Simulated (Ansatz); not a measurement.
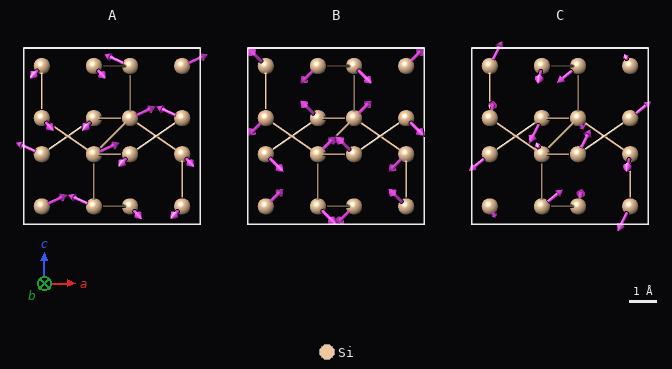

Modes of solid Si, space group Ia-3 (No. 206), at the zone centre (one member of each degenerate set). Displacements are drawn as pink arrows; their common scale and sign are arbitrary. Style: ball-and-stick. Shown: the conventional cell (2 times the calculation's cell), along the b axis. Lengths and directions refer to the drawn axes.

Computed with Ansatz 0.2.0, DFT LDA, scalar-relativistic, plane waves, PAW.

Q: Give the symmetry species and the selection rules of each.

A: A is T_u, infrared-active by symmetry (153 cm⁻¹). B is A_u, silent by symmetry (neither infrared- nor Raman-active) (155 cm⁻¹). C is T_g, Raman-active by symmetry (153 cm⁻¹). The crystal has a centre of inversion, so no mode is both. In a metal the free carriers screen the infrared response.
